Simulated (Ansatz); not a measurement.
# A defect in a wire: Ta wire along [111], 4 atoms a period, H placed on top of one Ta

Wanted: the relaxed defect and the transmission past it, beside the channels of the perfect wire.

Program: Ansatz 0.2.0. Level of theory: DFT PBE, plane waves, PAW; relaxation of a wire's period, in the first sound run; inputs show where later runs differ. Results are calculated unless marked as measured.

### 1. The structure

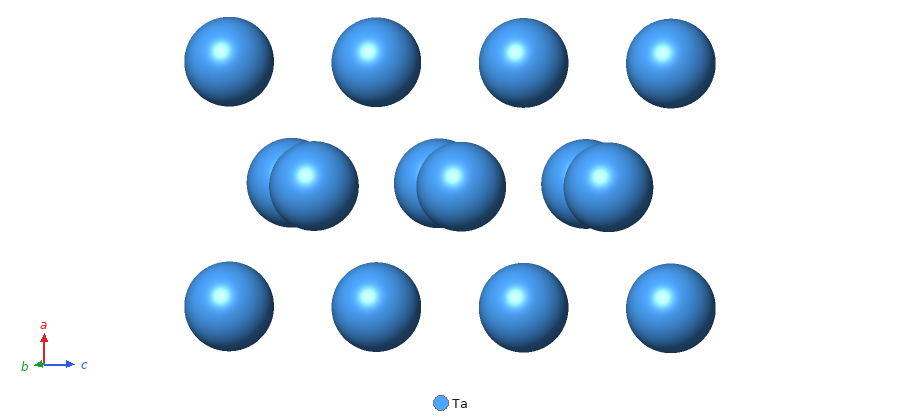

The starting structure, seen from the side, with the c axis across the page (tantalum blue). 1×1×3 cells are drawn. Some periodic images of atoms are drawn too.

The cell holds 4 atoms: 4 Ta. Its edges and angles: a = 11.495 Å, b = 9.511 Å, c = 2.875 Å, α = 90.0°, β = 90.0°, γ = 90.0°. Vacuum lies along a and b. The structure's axis is c.

### 2. The relaxed wire

Band widths follow the bond lengths, so the wire is relaxed first. The atoms and the third cell vector are free; the box across stays fixed as vacuum. A Fermi-Dirac smearing is set since the result may be a metal. The pressure printed is a third of the stress's trace over the whole box, vacuum included; only the stress along the axis is relaxed.

Input file input.yaml:

```yaml
crystal:
  lattice:
    - [11.495, 0.0, 0.0]
    - [0.0, 9.511, 0.0]
    - [0.0, 0.0, 2.8752043406]
  atoms:
    - { symbol: Ta, position: [0.295780774, 0.499987838, 0.0] }
    - { symbol: Ta, position: [0.500008222, 0.357480812, 0.333333333] }
    - { symbol: Ta, position: [0.500008222, 0.642494864, 0.666666667] }
    - { symbol: Ta, position: [0.70423567, 0.499987838, 0.0] }
kpoints:
  mp_grid: { grid: [1, 1, 28] }
scf:
  occupations: { method: fermi_dirac, width: 0.05 }
hamiltonian:
  xc: pbe
relax:
  cell: { fix: [a, b, alpha, beta, gamma] }
  max_steps: 60
```

Launch:

```bash
ansatz run input.yaml --threads 4 --pin off --max-ram 16384MiB --backend cpu --events-out ev --progress --plain --runs-dir out
```

Numbers of over 12 decimals in the logs are rounded to 6 here.

Output:

```text
Engine: ansatz 0.2.0, aarch64-unknown-linux-gnu
Pseudopotentials: kind: paw
Pseudopotential: Ta, paw, valence charge 13, recommended cutoff 420 eV (normal), Ta.paw.azcp
Functional definition: PBE
  parameter kappa = 0.804
  parameter beta = 0.066725
  exchange = pbe_x(kappa = kappa, mu = beta*pi^2/3)
  correlation = pbe_c(beta = beta)
Crystal: 4 atoms, lattice volume = 314.343 Å³
Basis set: ecut = 420 eV, 6137 PW (Γ), exchange–correlation on 160×128×40 points (8 copies of the dense FFT grid, shifted against one another)
Bands: 32, of which v1, the nominal top of the filled ones, is band 26 counted from 1 (25 counted from 0)
Symmetry: 4 space group operations
Space group: P2/m (ITA 10), of the structure as read, at distance tolerance 6.8e-5 Å
k-points: 15 of 28
Non-local potential: Ta, projectors of the file, l = 0: 3, l = 1: 2, l = 2: 2, l = 3: 1
PAW form: soft (Blöchl's): semilocal exchange-correlation on the pseudo side does not see the compensation charge
PAW one-centre angular grid: Ta, 590 points (default); XC on 64 Gauss nodes
Initial density: superposition of atomic densities (neutral atoms: chi_scale 0, normalization atom), corrected by the library's trained network
Initial wavefunctions: pseudopotential atomic-orbital guess
Functional: x = pbe(κ = 0.804, μ = 0.219515), c = pbe(β = 0.066725)
SCF iter   1: F=—  HF=-39719.062253 eV  |F-HF|=—  |Δ(HF+E_count)|=         —  Δρ=6.78e-3  dr2=2.69e-1  ethr=1.77e-3  ⟨swp⟩=8.0  Hψ=2218  notcnv=0
preconditioner: auto → LDOS  [metal: Δε(μ)=0.050 eV  Ē_g=2.578 eV  σ=0.050 eV  W_gap=0.24  n_scr=32 (ndim 8)  ℏωp=9.4 eV  f_vac=0.532  D(μ)=8.14/eV (n_scr^D=40)  β→1.0]
SCF iter   2: F=—  HF=-39719.021392 eV  |F-HF|=—  |Δ(HF+E_count)|=   4.09e-2  Δρ=3.31e-3  dr2=5.44e-2  ethr=5.17e-4  ⟨swp⟩=3.5  Hψ=911  notcnv=0
SCF iter   3: F=—  HF=-39719.016300 eV  |F-HF|=—  |Δ(HF+E_count)|=   5.09e-3  Δρ=8.93e-4  dr2=7.43e-3  ethr=1.05e-4  ⟨swp⟩=2.8  Hψ=783  notcnv=0
SCF iter   4: F=—  HF=-39719.015851 eV  |F-HF|=—  |Δ(HF+E_count)|=   4.48e-4  Δρ=4.08e-4  dr2=8.48e-4  ethr=1.43e-5  ⟨swp⟩=2.1  Hψ=732  notcnv=0
SCF iter   5: F=—  HF=-39719.015719 eV  |F-HF|=—  |Δ(HF+E_count)|=   1.33e-4  Δρ=1.21e-4  dr2=2.16e-4  ethr=1.63e-6  ⟨swp⟩=2.0  Hψ=707  notcnv=0
SCF iter   6: F=—  HF=-39719.015740 eV  |F-HF|=—  |Δ(HF+E_count)|=   2.13e-5  Δρ=3.82e-5  dr2=9.78e-6  ethr=4.16e-7  ⟨swp⟩=2.0  Hψ=614  notcnv=0
SCF iter   7: F=—  HF=-39719.015774 eV  |F-HF|=—  |Δ(HF+E_count)|=   3.41e-5  Δρ=1.10e-5  dr2=4.76e-7  ethr=1.88e-8  ⟨swp⟩=2.0  Hψ=649  notcnv=0
SCF iter   8: F=—  HF=-39719.015775 eV  |F-HF|=—  |Δ(HF+E_count)|=   4.19e-7  Δρ=3.82e-6  dr2=1.03e-7  ethr=1.92e-10  ⟨swp⟩=5.9  Hψ=1899  notcnv=0
SCF iter   9: F=-39719.015775 eV  HF=-39719.015775 eV  |F-HF|=9.17e-10  |Δ(HF+E_count)|=   1.47e-8  Δρ=1.04e-6  dr2=7.24e-9  ethr=1.92e-10  ⟨swp⟩=5.0  Hψ=1627  notcnv=0
SCF 1 converged in 9 iterations: F = -39719.015775 eV  dr2 = 7.24e-9
  greatest PAW one-centre occupation: 0.999 electrons in one spin orbital (limit 2), on the Ta atom at site 2 (counted from 0), in its partial waves of l = 0
relax step   1: F+E_penalty+E_count = -39719.01577459 eV  Δ(F+E_penalty+E_count) = +0.000e0 eV  max|allowed force component| = 2.411e0 eV/Å  Δτ_max = 0.0000 Å  P = -5.582 GPa  Ω = 314.343 Å³  fix = [a, b, alpha, beta, gamma]  reactions: a -6.015, b -3.180 GPa; alpha +0.445 GPa/rad  (9 SCF iters, dr2 threshold 1.00e-7 eV, accepted)
Crystal: 4 atoms, lattice volume = 305.370 Å³
Basis set: ecut = 420 eV, 6009 PW (Γ), exchange–correlation on 160×128×40 points (8 copies of the dense FFT grid, shifted against one another)
Initial density: handed on by an earlier stage of this run
Initial wavefunctions: those handed on with the density
SCF iter   1: F=—  HF=-39720.493546 eV  |F-HF|=—  |Δ(HF+E_count)|=         —  Δρ=1.75e-2  dr2=3.78e0  ethr=3.10e-3  ⟨swp⟩=10.9  Hψ=2678  notcnv=0
preconditioner: auto → LDOS  [metal: Δε(μ)=0.017 eV  Ē_g=3.265 eV  σ=0.050 eV  W_gap=0.08  n_scr=32 (ndim 8)  ℏωp=9.5 eV  f_vac=0.574  D(μ)=8.39/eV (n_scr^D=42)  β→1.0]
SCF iter   2: F=—  HF=-39720.363998 eV  |F-HF|=—  |Δ(HF+E_count)|=   1.30e-1  Δρ=1.38e-2  dr2=2.04e0  ethr=3.10e-3  ⟨swp⟩=4.1  Hψ=1224  notcnv=0
SCF iter   3: F=—  HF=-39720.045744 eV  |F-HF|=—  |Δ(HF+E_count)|=   3.18e-1  Δρ=2.49e-3  dr2=4.36e-2  ethr=3.10e-3  ⟨swp⟩=3.1  Hψ=827  notcnv=0
SCF iter   4: F=—  HF=-39720.051039 eV  |F-HF|=—  |Δ(HF+E_count)|=   5.30e-3  Δρ=8.53e-4  dr2=3.40e-3  ethr=8.39e-5  ⟨swp⟩=2.5  Hψ=839  notcnv=0
SCF iter   5: F=—  HF=-39720.052259 eV  |F-HF|=—  |Δ(HF+E_count)|=   1.22e-3  Δρ=2.36e-4  dr2=1.92e-4  ethr=6.54e-6  ⟨swp⟩=2.1  Hψ=695  notcnv=0
SCF iter   6: F=—  HF=-39720.052444 eV  |F-HF|=—  |Δ(HF+E_count)|=   1.85e-4  Δρ=6.60e-5  dr2=1.43e-5  ethr=3.68e-7  ⟨swp⟩=2.7  Hψ=915  notcnv=0
SCF iter   7: F=—  HF=-39720.052456 eV  |F-HF|=—  |Δ(HF+E_count)|=   1.24e-5  Δρ=2.41e-5  dr2=4.79e-6  ethr=2.76e-8  ⟨swp⟩=3.1  Hψ=996  notcnv=0
SCF iter   8: F=—  HF=-39720.052457 eV  |F-HF|=—  |Δ(HF+E_count)|=   6.92e-7  Δρ=8.10e-6  dr2=4.46e-7  ethr=9.20e-9  ⟨swp⟩=2.1  Hψ=628  notcnv=0
SCF iter   9: F=-39720.052457 eV  HF=-39720.052457 eV  |F-HF|=6.24e-9  |Δ(HF+E_count)|=   3.53e-8  Δρ=2.08e-6  dr2=1.26e-8  ethr=7.69e-10  ⟨swp⟩=5.3  Hψ=1755  notcnv=0
SCF 2 converged in 9 iterations: F = -39720.052457 eV  dr2 = 1.26e-8
  greatest PAW one-centre occupation: 1.000 electrons in one spin orbital (limit 2), on the Ta atom at site 2 (counted from 0), in its partial waves of l = 0
relax step   2: F+E_penalty+E_count = -39720.05245700 eV  Δ(F+E_penalty+E_count) = -1.037e0 eV  max|allowed force component| = 1.341e0 eV/Å  Δτ_max = 0.1950 Å  P = +0.212 GPa  Ω = 305.370 Å³  energy of the carried Pulay correction = +6.184e-4 eV  fix = [a, b, alpha, beta, gamma]  reactions: a +0.059, b +1.576 GPa; alpha +0.424 GPa/rad  (9 SCF iters, dr2 threshold 4.00e-7 eV, accepted)
Crystal: 4 atoms, lattice volume = 301.044 Å³
Basis set: ecut = 420 eV, 5941 PW (Γ), exchange–correlation on 160×128×40 points (8 copies of the dense FFT grid, shifted against one another)
iter 1 solved again at ethr=7.12e-4 eV; its pass at ethr=3.10e-3 eV (dr2=3.70e-1 eV) is discarded
SCF iter   1: F=—  HF=-39720.296313 eV  |F-HF|=—  |Δ(HF+E_count)|=         —  Δρ=1.06e-2  dr2=3.83e-1  ethr=7.12e-4  ⟨swp⟩=1.3  Hψ=3064  notcnv=0
preconditioner: auto → LDOS  [metal: Δε(μ)=0.073 eV  Ē_g=3.002 eV  σ=0.050 eV  W_gap=0.32  n_scr=32 (ndim 8)  ℏωp=9.6 eV  f_vac=0.564  D(μ)=6.03/eV (n_scr^D=30)  β→1.0]
SCF iter   2: F=—  HF=-39720.283988 eV  |F-HF|=—  |Δ(HF+E_count)|=   1.23e-2  Δρ=5.72e-3  dr2=3.26e-1  ethr=7.12e-4  ⟨swp⟩=3.2  Hψ=988  notcnv=0
[...]
relax step  15: F+E_penalty+E_count = -39721.18068767 eV  Δ(F+E_penalty+E_count) = -9.140e-3 eV  max|allowed force component| = 1.828e-1 eV/Å  Δτ_max = 0.0083 Å  P = -0.110 GPa  Ω = 340.786 Å³  energy of the carried Pulay correction = -1.724e-3 eV  fix = [a, b, alpha, beta, gamma]  reactions: a -0.220, b -0.370 GPa; alpha +0.037 GPa/rad  (11 SCF iters, accepted)
relax step  16: F+E_penalty+E_count = -39721.18758010 eV  Δ(F+E_penalty+E_count) = -6.892e-3 eV  max|allowed force component| = 1.127e-1 eV/Å  Δτ_max = 0.0271 Å  P = -0.121 GPa  Ω = 348.456 Å³  energy of the carried Pulay correction = -2.198e-3 eV  fix = [a, b, alpha, beta, gamma]  reactions: a +0.146, b -0.084 GPa; alpha +0.062 GPa/rad  (6 SCF iters, dr2 threshold 4.00e-7 eV, accepted)
relax step  17: F+E_penalty+E_count = -39720.97414760 eV  Δ(F+E_penalty+E_count) = +2.134e-1 eV  max|allowed force component| = 1.616e0 eV/Å  Δτ_max = 0.0688 Å  P = +2.607 GPa  Ω = 336.958 Å³  energy of the carried Pulay correction = -1.483e-3 eV  fix = [a, b, alpha, beta, gamma]  (7 SCF iters, dr2 threshold 4.00e-7 eV, rejected (line search))
relax step  18: F+E_penalty+E_count = -39721.18970910 eV  Δ(F+E_penalty+E_count) = -2.129e-3 eV  max|allowed force component| = 1.342e-1 eV/Å  Δτ_max = 0.0213 Å  P = -0.025 GPa  Ω = 342.952 Å³  energy of the carried Pulay correction = -1.859e-3 eV  fix = [a, b, alpha, beta, gamma]  reactions: a -0.195, b -0.156 GPa; alpha +0.018 GPa/rad  (11 SCF iters, accepted)
relax step  19: F+E_penalty+E_count = -39721.19329475 eV  Δ(F+E_penalty+E_count) = -3.586e-3 eV  max|allowed force component| = 2.548e-2 eV/Å  Δτ_max = 0.0125 Å  P = -0.039 GPa  Ω = 345.899 Å³  energy of the carried Pulay correction = -2.042e-3 eV  fix = [a, b, alpha, beta, gamma]  reactions: a +0.020, b -0.082 GPa; alpha -0.002 GPa/rad  (7 SCF iters, dr2 threshold 4.00e-7 eV, accepted)
relax step  20: F+E_penalty+E_count = -39721.19334578 eV  Δ(F+E_penalty+E_count) = -5.103e-5 eV  max|allowed force component| = 3.875e-2 eV/Å  Δτ_max = 0.0044 Å  P = -0.041 GPa  Ω = 345.259 Å³  energy of the carried Pulay correction = -2.002e-3 eV  fix = [a, b, alpha, beta, gamma]  reactions: a +0.030, b -0.172 GPa; alpha +0.002 GPa/rad  (7 SCF iters, dr2 threshold 4.06e-8 eV, accepted)
relax step  21: F+E_penalty+E_count = -39721.19348097 eV  Δ(F+E_penalty+E_count) = -1.352e-4 eV  max|allowed force component| = 5.384e-3 eV/Å  Δτ_max = 0.0028 Å  P = -0.042 GPa  Ω = 345.416 Å³  energy of the carried Pulay correction = -2.012e-3 eV  fix = [a, b, alpha, beta, gamma]  reactions: a -0.015, b -0.111 GPa; alpha +0.001 GPa/rad  (6 SCF iters, dr2 threshold 9.39e-8 eV, accepted)
Basis set: ecut = 420 eV, 6787 PW (Γ), exchange–correlation on 160×128×48 points (8 copies of the dense FFT grid, shifted against one another)
Initial wavefunctions: pseudopotential atomic-orbital guess (no wavefunctions were taken with the density)
iter 1 solved again at ethr=1.95e-7 eV; its pass at ethr=3.10e-3 eV (dr2=1.01e-4 eV) is discarded
SCF iter   1: F=—  HF=-39721.190403 eV  |F-HF|=—  |Δ(HF+E_count)|=         —  Δρ=2.68e-4  dr2=2.43e-5  ethr=1.95e-7  ⟨swp⟩=4.7  Hψ=3685  notcnv=0
preconditioner: auto → LDOS  [metal: Δε(μ)=0.031 eV  Ē_g=3.271 eV  σ=0.050 eV  W_gap=0.15  n_scr=34 (ndim 8)  ℏωp=8.9 eV  f_vac=0.603  D(μ)=5.00/eV (n_scr^D=20)  β→1.0]
SCF iter   2: F=—  HF=-39721.197951 eV  |F-HF|=—  |Δ(HF+E_count)|=   7.55e-3  Δρ=2.13e-5  dr2=8.92e-6  ethr=4.66e-8  ⟨swp⟩=4.9  Hψ=1235  notcnv=0
SCF iter   3: F=—  HF=-39721.197940 eV  |F-HF|=—  |Δ(HF+E_count)|=   1.05e-5  Δρ=1.12e-5  dr2=1.22e-6  ethr=1.72e-8  ⟨swp⟩=2.2  Hψ=551  notcnv=0
SCF iter   4: F=—  HF=-39721.198053 eV  |F-HF|=—  |Δ(HF+E_count)|=   1.13e-4  Δρ=5.22e-6  dr2=3.09e-7  ethr=2.34e-9  ⟨swp⟩=2.2  Hψ=647  notcnv=0
SCF iter   5: F=—  HF=-39721.198053 eV  |F-HF|=—  |Δ(HF+E_count)|=   1.24e-7  Δρ=2.02e-6  dr2=5.77e-8  ethr=5.93e-10  ⟨swp⟩=2.6  Hψ=849  notcnv=0
SCF iter   6: F=—  HF=-39721.198053 eV  |F-HF|=—  |Δ(HF+E_count)|=  9.09e-10  Δρ=5.62e-7  dr2=2.07e-9  ethr=1.11e-10  ⟨swp⟩=2.1  Hψ=634  notcnv=0
SCF iter   7: F=—  HF=-39721.198053 eV  |F-HF|=—  |Δ(HF+E_count)|=   3.42e-9  Δρ=2.63e-7  dr2=1.26e-9  ethr=3.99e-12  ⟨swp⟩=3.1  Hψ=941  notcnv=0
SCF iter   8: F=—  HF=-39721.198053 eV  |F-HF|=—  |Δ(HF+E_count)|=  1.02e-10  Δρ=8.28e-8  dr2=7.56e-11  ethr=2.42e-12  ⟨swp⟩=2.2  Hψ=681  notcnv=0
SCF iter   9: F=-39721.198053 eV  HF=-39721.198053 eV  |F-HF|=0.00e0  |Δ(HF+E_count)|=  1.02e-10  Δρ=2.65e-8  dr2=6.19e-12  ethr=1.00e-12  ⟨swp⟩=5.9  Hψ=1869  notcnv=0
SCF 22 converged in 9 iterations: F = -39721.198053 eV  dr2 = 6.19e-12
relax step  22: F+E_penalty+E_count = -39721.19805317 eV  Δ(F+E_penalty+E_count) = -4.572e-3 eV  max|allowed force component| = 6.596e-3 eV/Å  Δτ_max = 0.0000 Å  P = -0.031 GPa  Ω = 345.416 Å³  fix = [a, b, alpha, beta, gamma]  reactions: a -0.008, b -0.104 GPa; alpha +0.001 GPa/rad  stress off target by 1.93e-2 GPa on what of the cell is left free  SCF on the basis re-selected at this cell (its energy is not comparable with the rows above)  (9 SCF iters)
basis re-selected at this cell: Δ(F+E_penalty+E_count) = -4.572e-3 eV, ΔP = +0.011 GPa vs the last step (what re-selecting the basis moved, of the pressure what is left beyond the Pulay correction that the steps carried, after the strain that the cell walked since its last selection, with what the two solves' SCF thresholds leave and, on support functions, any second-order correction that the steps lacked; it is no measure of the basis error at this ecutwfc). The dense FFT grid was sized anew with the basis: this SCF ran on 80×64×24 points, the steps before it on 80×64×20, so part of this shift can come from that change (see relax.cell in the input reference). [rest of the remark cut]
SCF converged after 9 iterations
Free energy (F): -39721.198053 eV
Harris-Foulkes:  -39721.198053 eV  (|F-HF|=0.00e0)
Internal energy: -39721.157052 eV  (E = F + TS)
E sigma→0 (E₀):  -39721.177553 eV
Entropy (-TS):   -0.041001 eV (-10.250 meV/atom)
Fermi energy:    1.402694 eV
--- Per-component energies (eV) ---
  E_band       = -1334.594812
  E_kinetic    = 1457.136163
  E_local      = -15387.663328  (includes V_loc(G=0)·N_el)
  E_nonlocal   = 66.418953
  E_hartree    = 6893.405551
  E_xc         = -866.196910
  E_vxc        = -805.883009  (∫ρ·V_xc dr)
  E_paw        = -33586.993383  (= ΣΔE_a)
  E_vpaw       = -451.415245  (= ΣTr[D̂ρ^β])
  E_aug_tail   = 0.000595  (compensation charges beyond the density's cutoff)
  E_ewald      = 1702.735307
  E_smearing   = -0.041001  (= −TS)
  E_closure    = 0.000000  (closes the sum)
  Σ components = -39721.198053   (vs F -39721.198053, Δ=0.00e0)
--- Forces (eV/Å), atoms counted from 1 ---
  atom   1  Ta     0.00659562     0.00000000     0.00000000
  atom   2  Ta     0.00000000    -0.00313684     0.00036992
  atom   3  Ta     0.00000000     0.00313684    -0.00036992
  atom   4  Ta    -0.00659562     0.00000000     0.00000000
  max |Σ_I F_I| component: 8.67e-19 eV/Å
--- Stress (GPa, compression-positive) ---
       -0.008302       0.000000       0.000000
        0.000000      -0.104109      -0.000511
        0.000000      -0.000511       0.019321
  P = ⅓ Tr σ = -0.0310 GPa (-0.310 kbar)
--- Relaxed structure (21 steps of the walk, 19 accepted, 1 SCFs on fresh bases) ---
  F+E_penalty+E_count = -39721.19805317 eV   max|allowed force component| = 6.596e-3 eV/Å   (the final SCF, on the basis selected at the relaxed cell)
  cell:  # Å, volume = 345.4156 Å³
    - [11.495, 0.0, 0.0]
    - [0.0, 9.511, 0]
    - [0.0, 0, 3.159416]
  atoms:
    - { symbol: Ta, position: [0.369471, 0.499987838, 6.033391962725e-19] }
    - { symbol: Ta, position: [0.500008222, 0.342111, 0.499978] }
    - { symbol: Ta, position: [0.500008222, 0.657864, 0.500022] }
    - { symbol: Ta, position: [0.630545, 0.499987838, 6.033391962725e-19] }
```

The job ended after 54 s (4 threads of Arm Neoverse V1, shared host; peak memory 0.69 GiB; 3.4 min of CPU time).

Step by step:

| step | energy less that of the first step (eV) | largest force component (eV/Å) | pressure (GPa) | volume (Å³) |
| --- | --- | --- | --- | --- |
| 1 | 0.0000 | 2.4105 | -5.58 | 314.34 |
| 2 | -1.0367 | 1.3410 | 0.21 | 305.37 |
| 3 | -1.2067 | 0.3286 | -0.51 | 301.04 |
| 4 | -1.2601 | 0.1363 | -0.51 | 296.87 |
| 5 | -1.2726 | 0.0750 | 0.18 | 290.14 |
| 6 | -1.2800 | 0.1349 | 0.10 | 290.90 |
| 7 | -1.4049 | 0.4031 | -0.47 | 293.72 |
| 8 | -1.6170 | 0.4728 | -0.46 | 291.34 |
| 9 | -1.8807 | 0.1269 | 0.92 | 299.95 |
| 10 | -1.8999 | 1.5180 | 0.95 | 315.40 |
| 11 | -2.0986 | 0.6589 | -0.32 | 330.68 |
| 12 | -2.1487 | 0.1565 | -0.16 | 334.33 |
| 13 | -2.1558 | 0.0302 | 0.14 | 337.34 |
| 14 | -2.0743 | 1.1123 | 0.88 | 352.68 |
| 15 | -2.1649 | 0.1828 | -0.11 | 340.79 |
| 16 | -2.1718 | 0.1127 | -0.12 | 348.46 |
| 17 | -1.9584 | 1.6159 | 2.61 | 336.96 |
| 18 | -2.1739 | 0.1342 | -0.03 | 342.95 |
| 19 | -2.1775 | 0.0255 | -0.04 | 345.90 |
| 20 | -2.1776 | 0.0388 | -0.04 | 345.26 |
| 21 | -2.1777 | 0.0054 | -0.04 | 345.42 |
| 22* | -2.1823 | 0.0066 | -0.03 | 345.42 |

Relaxation steps marked * repeat the geometry before them on a plane-wave basis chosen anew for their cell, so energy and pressure can jump there. Relaxation steps 14, 17 were tried and not accepted.

Forces are held to the 4 operations that the run works with; a distortion that breaks them can't arise in this run.

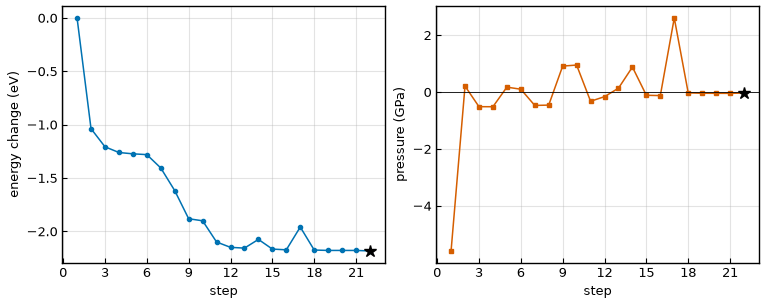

Energy and pressure along the relaxation. Stars mark steps on a basis chosen anew.

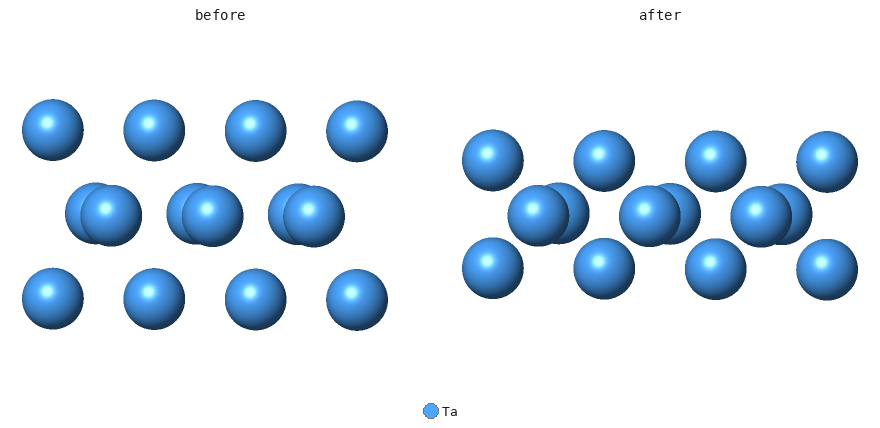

Before and after, at one scale.

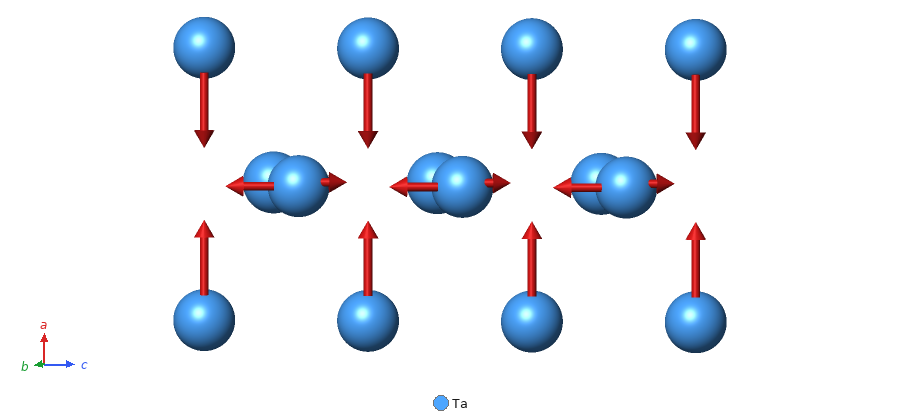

Displacements in the relaxation, exaggerated, measured against the changing cell; the longest in the cell stands for 0.85 Å. 1×1×3 cells are drawn. Some periodic images of atoms are drawn too.

| cell as run | before | after | change |
| --- | --- | --- | --- |
| c (Å) | 2.875 | 3.159 | +9.9 % |

The atoms that moved most (Å, along periodic axes as changes of fractional coordinates times the final cell, across vacuum about the mean position):

| atom | dx | dy | dz | length |
| --- | --- | --- | --- | --- |
| Ta4 | -0.847 | 0.000 | 0.000 | 0.847 |
| Ta1 | 0.847 | 0.000 | 0.000 | 0.847 |
| Ta3 | 0.000 | 0.146 | -0.526 | 0.546 |
| Ta2 | 0.000 | -0.146 | 0.526 | 0.546 |

The relaxed structure:

```xyz
4
Lattice="11.4950 0.0000 0.0000 0.0000 9.5110 0.0000 0.0000 0.0000 3.1594" Properties=species:S:1:pos:R:3
Ta    4.2471    4.7554    0.0000
Ta    5.7476    3.2538    1.5796
Ta    5.7476    6.2569    1.5798
Ta    7.2481    4.7554    0.0000
```

This step gave:

```
energy at zero smearing    : -39721.1776 eV
cell length along the wire : 3.159 Å
```

The cell's length comes to 3.159 Å with spin left out. 2 contacts a cell pass between under 1.1 and over 1.27 times the sum of covalent radii, so the wire has rearranged from the shape that names it.

[end of part 1 of 4]

[Logs are printed without paths, hosts, clocks, repeated set-up lines and the standing remarks that a program may print on its own settings, such as how far it seeks lower states.]

[Hosts, paths, dates, database ids (printed as entryN), source tags and the programs' standing remarks are cut or masked in the printed files.]
